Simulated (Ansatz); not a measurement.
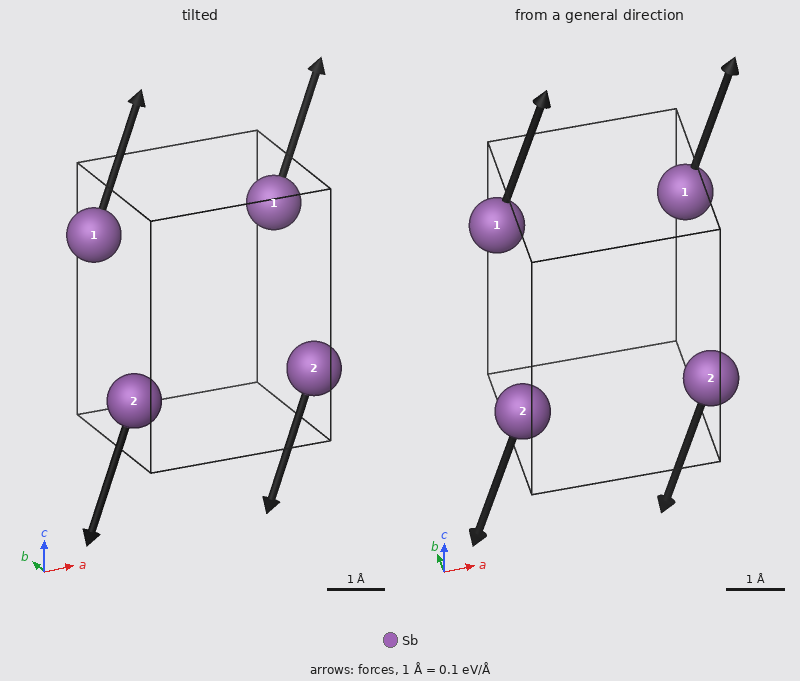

This spheres-only model is shown slightly off an axis and from a general direction. The wireframe shows the simulation cell. The arrows are the computed forces on the atoms.

System: Sb. Results below were computed with DFT PBE, scalar-relativistic, plane waves, PAW (Ansatz); the settings were plane waves up to 420 eV, 14×10×10 k-points, Gaussian smearing of 0.1 eV, no spin polarisation.

Judging by the arrows, is the geometry relaxed?

No. The atoms still feel forces of up to about 0.23 eV/Å, far above a usual threshold of 0.01 to 0.03 eV/Å.

Which atom feels the largest force?

Sb1 and Sb2, about 0.23 eV/Å.

The initial geometry was a structure listed in the Materials Project. The cell was then strained or its atoms displaced on purpose. It was the input of a calculation with Ansatz.
